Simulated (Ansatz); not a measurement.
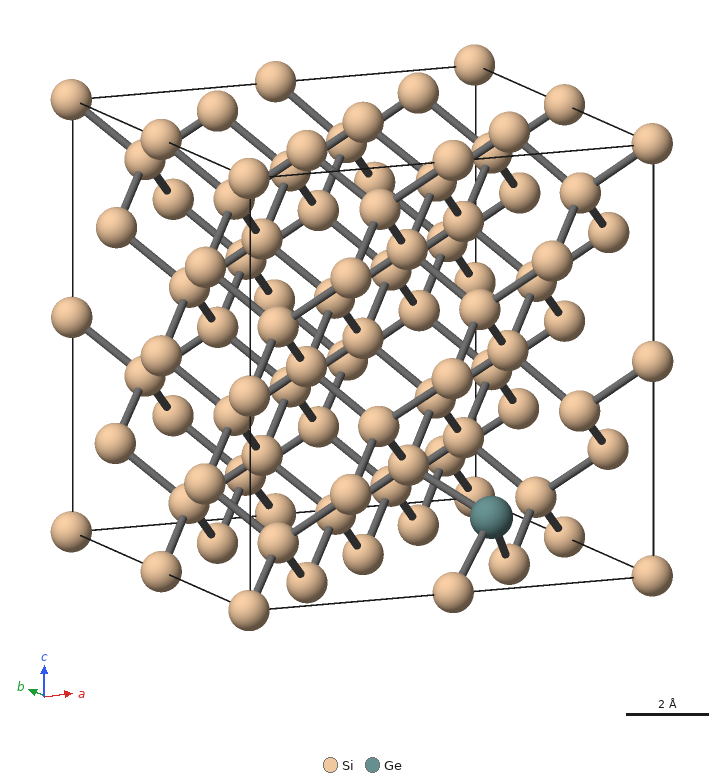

*The input geometry (ball-and-stick view of the cell of the calculation, seen slightly off an axis). An atom can appear more than once, as a periodic image.*

Near neighbours in the periodic cell (some may lie outside the picture): Si has 1 Ge at 2.48 Å and 3 Si at 2.34 to 2.37 Å; Ge has 3 Si at 2.48 Å; Si has 4 Si at 2.34 to 2.38 Å; Si has 3 Si at 2.36 Å.

# Run report: GeSi62 (charge −2), nudged elastic band (part 1 of 2)

The run: nudged elastic band of GeSi62 (defect cell, 63 atoms in the cell, total charge −2). Method and program: DFT PBEsol, scalar-relativistic, plane waves, PAW, PAW set soft_1, no spin polarisation (Ansatz 0.2.0).

One setting was made poor on purpose. It belongs to a series of runs on one base structure; here: band between the two ends.

The input
```yaml
crystal:
  lattice:
    - [10.86, 0.0, 0.0]
    - [0.0, 10.86, 0.0]
    - [0.0, 0.0, 10.86]
  atoms:
    - { symbol: Si, position: [0.50265271, -0.00124398, 0.00188211] }
    - { symbol: Ge, position: [0.64466171, 0.10578872, 0.14510477] }
    - { symbol: Si, position: [0.75162534, 0.24800235, 0.00188755] }
    - { symbol: Si, position: [0.87403492, 0.37630005, 0.12393279] }
    - { symbol: Si, position: [0.87038847, 0.12167915, 0.37002267] }
    - { symbol: Si, position: [-0.00245592, 0.00173507, 0.00029487] }
    - { symbol: Si, position: [0.12466623, 0.12575831, 0.1242291] }
    - { symbol: Si, position: [0.25085022, 0.25065803, -0.00087827] }
    - { symbol: Si, position: [0.37637936, 0.37422176, 0.1250672] }
    - { symbol: Si, position: [0.49999184, 0.49953126, -0.00106258] }
    - { symbol: Si, position: [0.62469059, 0.62571114, 0.1241181] }
    - { symbol: Si, position: [0.74864887, 0.75323166, 0.00051844] }
    - { symbol: Si, position: [0.87051529, 0.88017579, 0.12768357] }
    - { symbol: Si, position: [0.24944939, 0.00104196, 0.24879541] }
    - { symbol: Si, position: [0.37408339, 0.12591183, 0.37352124] }
    - { symbol: Si, position: [0.5016903, 0.2486854, 0.25128184] }
    - { symbol: Si, position: [0.6246909, 0.37635298, 0.37337029] }
    - { symbol: Si, position: [0.74951154, 0.50111918, 0.24881043] }
    - { symbol: Si, position: [0.87423449, 0.62530395, 0.37380718] }
    - { symbol: Si, position: [0.50145313, 0.00176858, 0.49631139] }
    - { symbol: Si, position: [0.62474041, 0.12578674, 0.62408658] }
    - { symbol: Si, position: [0.74866233, 0.2494025, 0.49658635] }
    - { symbol: Si, position: [0.87466079, 0.37517405, 0.62380395] }
    - { symbol: Si, position: [0.74949668, 0.00102243, 0.74866561] }
    - { symbol: Si, position: [0.87394082, 0.1257628, 0.87372909] }
    - { symbol: Si, position: [-0.00022243, 0.50074921, -0.00075096] }
    - { symbol: Si, position: [0.12424891, 0.62619046, 0.12462279] }
    - { symbol: Si, position: [0.2495523, 0.75090067, -0.00063285] }
    - { symbol: Si, position: [0.37423986, 0.87645118, 0.1239786] }
    - { symbol: Si, position: [-0.00301468, 0.2492753, 0.24814921] }
    - { symbol: Si, position: [0.12466568, 0.37486503, 0.37386415] }
    - { symbol: Si, position: [0.24997866, 0.50042707, 0.24820211] }
    - { symbol: Si, position: [0.37524952, 0.62575399, 0.37418823] }
    - { symbol: Si, position: [0.50087124, 0.75299852, 0.24810513] }
    - { symbol: Si, position: [0.62872093, 0.87976372, 0.36951258] }
    - { symbol: Si, position: [-0.00221197, -0.00028512, 0.49692583] }
    - { symbol: Si, position: [0.12444455, 0.12561162, 0.62411974] }
    - { symbol: Si, position: [0.249604, 0.250607, 0.49909324] }
    - { symbol: Si, position: [0.37464687, 0.37596321, 0.62475833] }
    - { symbol: Si, position: [0.50011283, 0.50091069, 0.49896756] }
    - { symbol: Si, position: [0.62492395, 0.62612512, 0.62417281] }
    - { symbol: Si, position: [0.75069485, 0.75292351, 0.49693495] }
    - { symbol: Si, position: [0.87430522, 0.87625412, 0.62437149] }
    - { symbol: Si, position: [0.25030816, 0.00163072, 0.74941243] }
    - { symbol: Si, position: [0.3767339, 0.12447189, 0.8761114] }
    - { symbol: Si, position: [0.49958194, 0.25066126, 0.75022785] }
    - { symbol: Si, position: [0.62602091, 0.37365925, 0.87580357] }
    - { symbol: Si, position: [0.74897626, 0.50032224, 0.74950964] }
    - { symbol: Si, position: [0.87453554, 0.62573712, 0.87504368] }
    - { symbol: Si, position: [-0.00283979, 0.75310025, 0.25019922] }
    - { symbol: Si, position: [0.12513651, 0.87614915, 0.37352297] }
    - { symbol: Si, position: [-0.00030487, 0.50023425, 0.49869141] }
    - { symbol: Si, position: [0.12502771, 0.62543536, 0.62463378] }
    - { symbol: Si, position: [0.25010349, 0.75106908, 0.49893185] }
    - { symbol: Si, position: [0.37557222, 0.87604014, 0.62377198] }
    - { symbol: Si, position: [-0.00069277, 0.25066572, 0.74912796] }
    - { symbol: Si, position: [0.12559586, 0.37576151, 0.87388409] }
    - { symbol: Si, position: [0.24964925, 0.50090133, 0.74894983] }
    - { symbol: Si, position: [0.37460104, 0.62500861, 0.87413197] }
    - { symbol: Si, position: [0.4996591, 0.75110874, 0.74912138] }
    - { symbol: Si, position: [0.62472689, 0.8764851, 0.87352869] }
    - { symbol: Si, position: [-0.00080904, 0.75100637, 0.74962635] }
    - { symbol: Si, position: [0.12481542, 0.87570159, 0.87458459] }
total_charge: -2
basis:
  ecutwfc: 420.0
kpoints:
  mp_grid: { grid: [1, 1, 1] }
hamiltonian:
  xc: pbesol
  pseudopotentials: { kind: paw, azcp: { folder: soft_1 } }
scf:
  occupations: { method: fermi_dirac, width: 0.05 }
  lower_state_search: "off"
  max_iter: 60
neb:
  images: 3
  f_tol: 0.05
  max_iterations: 50
  order_check: false
  final_atoms:
    - { symbol: Si, position: [0.50519892, 0.00469333, 0.00519892] }
    - { symbol: Ge, position: [0.73073155, 0.01926845, 0.23073155] }
    - { symbol: Si, position: [0.74530667, 0.24480108, 0.00519892] }
    - { symbol: Si, position: [0.8734413, 0.37195405, 0.12596503] }
    - { symbol: Si, position: [0.87318743, 0.1270723, 0.37318743] }
    - { symbol: Si, position: [0.0006738, -8.748e-05, 0.0008508] }
    - { symbol: Si, position: [0.125432, 0.12454829, 0.12545171] }
    - { symbol: Si, position: [0.24959351, 0.24933812, 0.00066188] }
    - { symbol: Si, position: [0.37782997, 0.37217003, 0.1238805] }
    - { symbol: Si, position: [0.50066188, 0.50040649, 0.00066188] }
    - { symbol: Si, position: [0.62545171, 0.624568, 0.12545171] }
    - { symbol: Si, position: [0.75008748, 0.7493262, 0.0008508] }
    - { symbol: Si, position: [0.87318743, 0.87681257, 0.1229277] }
    - { symbol: Si, position: [0.25025973, -0.00016591, 0.25016591] }
    - { symbol: Si, position: [0.37804595, 0.12403497, 0.3734413] }
    - { symbol: Si, position: [0.50519892, 0.24480108, 0.24530667] }
    - { symbol: Si, position: [0.62596503, 0.37195405, 0.3734413] }
    - { symbol: Si, position: [0.75016591, 0.49974027, 0.25016591] }
    - { symbol: Si, position: [0.87524133, 0.62603609, 0.37524133] }
    - { symbol: Si, position: [0.5008508, -8.748e-05, 0.5006738] }
    - { symbol: Si, position: [0.62545171, 0.12454829, 0.625432] }
    - { symbol: Si, position: [0.75008748, 0.2491492, 0.5006738] }
    - { symbol: Si, position: [0.87527207, 0.3743551, 0.6251045] }
    - { symbol: Si, position: [0.75016591, -0.00016591, 0.75025973] }
    - { symbol: Si, position: [0.8734413, 0.12403497, 0.87804595] }
    - { symbol: Si, position: [-0.00044915, 0.49980504, 0.00052475] }
    - { symbol: Si, position: [0.12523957, 0.62476043, 0.12643308] }
    - { symbol: Si, position: [0.25019496, 0.75044915, 0.00052475] }
    - { symbol: Si, position: [0.37804595, 0.8765587, 0.12596503] }
    - { symbol: Si, position: [0.0006738, 0.2491492, 0.25008748] }
    - { symbol: Si, position: [0.1251045, 0.3743551, 0.37527207] }
    - { symbol: Si, position: [0.2509962, 0.4990038, 0.25046205] }
    - { symbol: Si, position: [0.3756449, 0.6248955, 0.37527207] }
    - { symbol: Si, position: [0.5008508, 0.7493262, 0.25008748] }
    - { symbol: Si, position: [0.6229277, 0.87681257, 0.37318743] }
    - { symbol: Si, position: [-0.00128742, 0.00092997, 0.49871258] }
    - { symbol: Si, position: [0.12523957, 0.12356692, 0.62523957] }
    - { symbol: Si, position: [0.25019496, 0.24947525, 0.49955085] }
    - { symbol: Si, position: [0.37557088, 0.37442912, 0.62445219] }
    - { symbol: Si, position: [0.50052475, 0.49980504, 0.49955085] }
    - { symbol: Si, position: [0.62643308, 0.62476043, 0.62523957] }
    - { symbol: Si, position: [0.74907003, 0.75128742, 0.49871258] }
    - { symbol: Si, position: [0.87524133, 0.87475867, 0.62396391] }
    - { symbol: Si, position: [0.2509962, -0.00046205, 0.7509962] }
    - { symbol: Si, position: [0.37782997, 0.1261195, 0.87782997] }
    - { symbol: Si, position: [0.50066188, 0.24933812, 0.74959351] }
    - { symbol: Si, position: [0.6238805, 0.37217003, 0.87782997] }
    - { symbol: Si, position: [0.75046205, 0.4990038, 0.7509962] }
    - { symbol: Si, position: [0.87527207, 0.6248955, 0.8756449] }
    - { symbol: Si, position: [-0.00128742, 0.75128742, 0.24907003] }
    - { symbol: Si, position: [0.12396391, 0.87475867, 0.37524133] }
    - { symbol: Si, position: [0.00033202, 0.50067043, 0.50033202] }
    - { symbol: Si, position: [0.12533796, 0.62466204, 0.62533796] }
    - { symbol: Si, position: [0.24932957, 0.74966798, 0.50033202] }
    - { symbol: Si, position: [0.3756449, 0.87472793, 0.6251045] }
    - { symbol: Si, position: [-0.00044915, 0.24947525, 0.75019496] }
    - { symbol: Si, position: [0.12445219, 0.37442912, 0.87557088] }
    - { symbol: Si, position: [0.24992999, 0.50007001, 0.74992999] }
    - { symbol: Si, position: [0.37557088, 0.62554781, 0.87557088] }
    - { symbol: Si, position: [0.50052475, 0.75044915, 0.75019496] }
    - { symbol: Si, position: [0.62596503, 0.8765587, 0.87804595] }
    - { symbol: Si, position: [0.00033202, 0.74966798, 0.74932957] }
    - { symbol: Si, position: [0.1251045, 0.87472793, 0.8756449] }
```

Run as:
```bash
ansatz run input.yaml --threads 4 --pin off --max-ram 10240MiB --backend cpu --events-out ev --progress --plain --runs-dir out
```

The program's output
```
Warning: neb: disabling space-group detection — the band's intermediate images generally break the endpoint symmetry, so no spatial operation reduces the k-mesh or symmetrises the density, except that a semilocal band can use its path's symmetry ahead of convergence; time reversal is kept, so that k and −k are solved as one point where they differ and the mesh holds both, and exact exchange and, on two spinor components, a DFT+U term hold to it where the run has them: on two components no moment then forms, and a state that bears one, which a typed moment (crystal.atoms[].spin; refused beside efield: under a hybrid functional) reaches, can lie lower, under hf by electronvolts; crystal.symmetry.detect: false (a key that needs symmetry detection or time reversal refuses this as the deck is read) with time_reversal: false beside it drops time reversal too
Warning: [file] the record states the generating functional pbe (its physics header spells it `PBE`), which answers neither for hamiltonian.xc's functional nor for the pbesol family's — results may be inconsistent (PPs are generated against a specific XC)
Warning: [file] the record states the generating functional pbe (its physics header spells it `PBE`), which answers neither for hamiltonian.xc's functional nor for the pbesol family's — results may be inconsistent (PPs are generated against a specific XC)
Engine: ansatz 0.2.0, aarch64-unknown-linux-gnu
Pseudopotentials: kind: paw
Pseudopotential: Si, paw, valence charge 4, recommended cutoff 420 eV (normal), [file]
Pseudopotential: Ge, paw, valence charge 14, recommended cutoff 420 eV (normal), [file]
Functional definition: PBEsol
  exchange = pbesol_x
  correlation = pbesol_c
parallel-image band execution: 3 concurrent image workers
NEB image 0
Crystal: 63 atoms, lattice volume = 1280.824 Å³
Basis set: ecut = 420 eV, 25173 PW (Γ), exchange–correlation on 150×150×150 points (8 copies of the dense FFT grid, shifted against one another)
Bands: 195, of which v1, the nominal top of the filled ones, is band 132 counted from 1 (131 counted from 0)
Symmetry: 1 space group operations
k-points: 1
Non-local potential: Si, projectors of the file, l = 0: 2, l = 1: 2, l = 2: 1
Non-local potential: Ge, projectors of the file, l = 0: 2, l = 1: 2, l = 2: 3, l = 3: 1
PAW form: soft (Blöchl's): semilocal exchange-correlation on the pseudo side does not see the compensation charge
PAW frozen core: Si, regenerated for the run's functional, and the local potential with it (the file was generated under x = pbe(κ = 0.804, μ = 0.2195149727645171), c = pbe(β = 0.06672455060314922))
PAW frozen core: Ge, regenerated for the run's functional, and the local potential with it (the file was generated under x = pbe(κ = 0.804, μ = 0.2195149727645171), c = pbe(β = 0.06672455060314922))
PAW one-centre angular grid: Si, 110 points (default); XC on 64 Gauss nodes
PAW one-centre angular grid: Ge, 590 points (default); XC on 64 Gauss nodes
Initial density: superposition of atomic densities (chi_scale 0.1, normalization cell, long waves kept (reshape's long-wave potential 0.05 eV rms))
Initial wavefunctions: pseudopotential atomic-orbital guess
Functional: x = pbesol(κ = 0.804, μ = 0.12345679012345678), c = pbesol(β = 0.046)
SCF iter   1: F=—  HF=-42771.192659 eV  |F-HF|=—  |Δ(HF+E_count)|=         —  Δρ=4.64e-2  dr2=3.19e1  ethr=3.10e-3  ⟨swp⟩=7.0  Hψ=1016  notcnv=0  defer=27
preconditioner: auto → Kerker (q_TF=auto, 2.097 Å⁻¹)  [metal: Δε(μ)=0.028 eV  Ē_g=7.983 eV  σ=0.050 eV  W_gap=0.14  n_scr=202 (ndim 8)  ℏωp=16.5 eV  f_vac=0.000  D(μ)=49.08/eV (n_scr^D=388)]
SCF iter   2: F=—  HF=-42766.068856 eV  |F-HF|=—  |Δ(HF+E_count)|=    5.12e0  Δρ=2.75e-2  dr2=1.04e1  ethr=3.10e-3  ⟨swp⟩=3.0  Hψ=409  notcnv=0  defer=30
SCF iter   3: F=—  HF=-42763.430153 eV  |F-HF|=—  |Δ(HF+E_count)|=    2.64e0  Δρ=3.99e-3  dr2=4.68e-1  ethr=3.10e-3  ⟨swp⟩=3.0  Hψ=332  notcnv=0  defer=30
SCF iter   4: F=—  HF=-42763.306157 eV  |F-HF|=—  |Δ(HF+E_count)|=   1.24e-1  Δρ=2.38e-3  dr2=1.20e-1  ethr=1.77e-4  ⟨swp⟩=3.0  Hψ=348  notcnv=0  defer=31
SCF iter   5: F=—  HF=-42763.313934 eV  |F-HF|=—  |Δ(HF+E_count)|=   7.78e-3  Δρ=8.97e-4  dr2=2.00e-2  ethr=4.55e-5  ⟨swp⟩=2.0  Hψ=356  notcnv=0  defer=31
SCF iter   6: F=—  HF=-42763.318229 eV  |F-HF|=—  |Δ(HF+E_count)|=   4.30e-3  Δρ=2.59e-4  dr2=1.63e-3  ethr=7.56e-6  ⟨swp⟩=2.0  Hψ=297  notcnv=0  defer=31
SCF iter   7: F=—  HF=-42763.318864 eV  |F-HF|=—  |Δ(HF+E_count)|=   6.35e-4  Δρ=6.63e-5  dr2=1.42e-4  ethr=6.19e-7  ⟨swp⟩=2.0  Hψ=297  notcnv=0  defer=31
SCF iter   8: F=—  HF=-42763.318873 eV  |F-HF|=—  |Δ(HF+E_count)|=   8.80e-6  Δρ=1.80e-5  dr2=2.17e-5  ethr=5.37e-8  ⟨swp⟩=2.0  Hψ=257  notcnv=0  defer=31
SCF iter   9: F=—  HF=-42763.318281 eV  |F-HF|=—  |Δ(HF+E_count)|=   5.93e-4  Δρ=6.31e-6  dr2=3.86e-6  ethr=8.23e-9  ⟨swp⟩=2.0  Hψ=300  notcnv=0  defer=31
SCF iter  10: F=—  HF=-42763.318280 eV  |F-HF|=—  |Δ(HF+E_count)|=   4.26e-7  Δρ=2.19e-6  dr2=3.32e-7  ethr=1.46e-9  ⟨swp⟩=2.0  Hψ=302  notcnv=0  defer=31
SCF iter  11: F=-42763.318280 eV  HF=-42763.318280 eV  |F-HF|=2.61e-8  |Δ(HF+E_count)|=   1.07e-8  Δρ=9.72e-7  dr2=3.56e-8  ethr=3.79e-11  ⟨swp⟩=5.0  Hψ=563  notcnv=0
SCF 1 converged in 11 iterations: F = -42763.318280 eV  dr2 = 3.56e-8
  greatest PAW one-centre occupation: 0.998 electrons in one spin orbital (limit 2), on the Ge atom at site 1 (counted from 0), in its partial waves of l = 2
NSCF: frozen V_eff on 1 k-points
NEB image 4
SCF iter   1: F=—  HF=-42771.189237 eV  |F-HF|=—  |Δ(HF+E_count)|=         —  Δρ=4.64e-2  dr2=3.19e1  ethr=3.10e-3  ⟨swp⟩=7.0  Hψ=1016  notcnv=0  defer=27
preconditioner: auto → Kerker (q_TF=auto, 2.097 Å⁻¹)  [metal: Δε(μ)=0.042 eV  Ē_g=7.981 eV  σ=0.050 eV  W_gap=0.21  n_scr=202 (ndim 8)  ℏωp=16.5 eV  f_vac=0.000  D(μ)=48.16/eV (n_scr^D=388)]
SCF iter   2: F=—  HF=-42766.065288 eV  |F-HF|=—  |Δ(HF+E_count)|=    5.12e0  Δρ=2.75e-2  dr2=1.04e1  ethr=3.10e-3  ⟨swp⟩=3.0  Hψ=409  notcnv=0  defer=30
SCF iter   3: F=—  HF=-42763.425390 eV  |F-HF|=—  |Δ(HF+E_count)|=    2.64e0  Δρ=3.98e-3  dr2=4.53e-1  ethr=3.10e-3  ⟨swp⟩=3.0  Hψ=332  notcnv=0  defer=30
SCF iter   4: F=—  HF=-42763.305045 eV  |F-HF|=—  |Δ(HF+E_count)|=   1.20e-1  Δρ=2.38e-3  dr2=1.20e-1  ethr=1.71e-4  ⟨swp⟩=3.0  Hψ=347  notcnv=0  defer=31
SCF iter   5: F=—  HF=-42763.312598 eV  |F-HF|=—  |Δ(HF+E_count)|=   7.55e-3  Δρ=8.97e-4  dr2=2.03e-2  ethr=4.55e-5  ⟨swp⟩=2.0  Hψ=356  notcnv=0  defer=31
SCF iter   6: F=—  HF=-42763.316828 eV  |F-HF|=—  |Δ(HF+E_count)|=   4.23e-3  Δρ=2.63e-4  dr2=1.72e-3  ethr=7.68e-6  ⟨swp⟩=2.0  Hψ=295  notcnv=0  defer=31
SCF iter   7: F=—  HF=-42763.317479 eV  |F-HF|=—  |Δ(HF+E_count)|=   6.51e-4  Δρ=6.84e-5  dr2=1.54e-4  ethr=6.51e-7  ⟨swp⟩=2.0  Hψ=297  notcnv=0  defer=31
SCF iter   8: F=—  HF=-42763.317491 eV  |F-HF|=—  |Δ(HF+E_count)|=   1.18e-5  Δρ=1.88e-5  dr2=2.29e-5  ethr=5.82e-8  ⟨swp⟩=2.0  Hψ=257  notcnv=0  defer=31
SCF iter   9: F=—  HF=-42763.316876 eV  |F-HF|=—  |Δ(HF+E_count)|=   6.15e-4  Δρ=6.31e-6  dr2=3.98e-6  ethr=8.66e-9  ⟨swp⟩=2.0  Hψ=300  notcnv=0  defer=31
SCF iter  10: F=—  HF=-42763.316875 eV  |F-HF|=—  |Δ(HF+E_count)|=   4.32e-7  Δρ=1.74e-6  dr2=2.48e-7  ethr=1.51e-9  ⟨swp⟩=2.0  Hψ=302  notcnv=0  defer=31
SCF iter  11: F=-42763.316875 eV  HF=-42763.316875 eV  |F-HF|=1.22e-8  |Δ(HF+E_count)|=   4.75e-9  Δρ=7.35e-7  dr2=1.96e-8  ethr=3.79e-11  ⟨swp⟩=5.0  Hψ=563  notcnv=0
SCF 2 converged in 11 iterations: F = -42763.316875 eV  dr2 = 1.96e-8
NSCF: frozen V_eff on 1 k-points
NEB end point (image 0): max|allowed force component| = 1.569e-2 eV/Å (the criterion of neb.relax_end_points is 1.000e-2)
NEB end point (image 4): max|allowed force component| = 2.058e-2 eV/Å (the criterion of neb.relax_end_points is 1.000e-2)
[...]
NEB image 1
preconditioner: auto → Kerker (q_TF=auto, 2.097 Å⁻¹)  [metal: Δε(μ)=0.070 eV  Ē_g=7.958 eV  σ=0.050 eV  W_gap=0.34  n_scr=202 (ndim 8)  ℏωp=16.5 eV  f_vac=0.000  D(μ)=46.55/eV (n_scr^D=364)]
preconditioner: auto → Resta (q_TF=auto, 2.097 Å⁻¹)  ε∞=5.4  [insulator: Δε(μ)=0.142 eV  Ē_g=7.893 eV  σ=0.050 eV  W_gap=0.56  n_scr=202 (ndim 8)  ℏωp=16.5 eV  f_vac=0.000  D(μ)=36.56/eV (n_scr^D=250)  ε∞_Penn≈5.4]
NEB image 2
preconditioner: auto → Kerker (q_TF=auto, 2.097 Å⁻¹)  [metal: Δε(μ)=0.098 eV  Ē_g=7.952 eV  σ=0.050 eV  W_gap=0.45  n_scr=202 (ndim 8)  ℏωp=16.5 eV  f_vac=0.000  D(μ)=44.44/eV (n_scr^D=340)]
preconditioner: auto → Resta (q_TF=auto, 2.097 Å⁻¹)  ε∞=5.4  [insulator: Δε(μ)=0.189 eV  Ē_g=7.887 eV  σ=0.050 eV  W_gap=0.69  n_scr=202 (ndim 8)  ℏωp=16.5 eV  f_vac=0.000  D(μ)=35.62/eV (n_scr^D=250)  ε∞_Penn≈5.4]
NEB image 3
preconditioner: auto → Kerker (q_TF=auto, 2.097 Å⁻¹)  [metal: Δε(μ)=0.079 eV  Ē_g=7.958 eV  σ=0.050 eV  W_gap=0.38  n_scr=202 (ndim 8)  ℏωp=16.5 eV  f_vac=0.000  D(μ)=45.83/eV (n_scr^D=364)]
preconditioner: auto → Resta (q_TF=auto, 2.097 Å⁻¹)  ε∞=5.4  [insulator: Δε(μ)=0.148 eV  Ē_g=7.892 eV  σ=0.050 eV  W_gap=0.58  n_scr=202 (ndim 8)  ℏωp=16.5 eV  f_vac=0.000  D(μ)=36.55/eV (n_scr^D=250)  ε∞_Penn≈5.4]
```
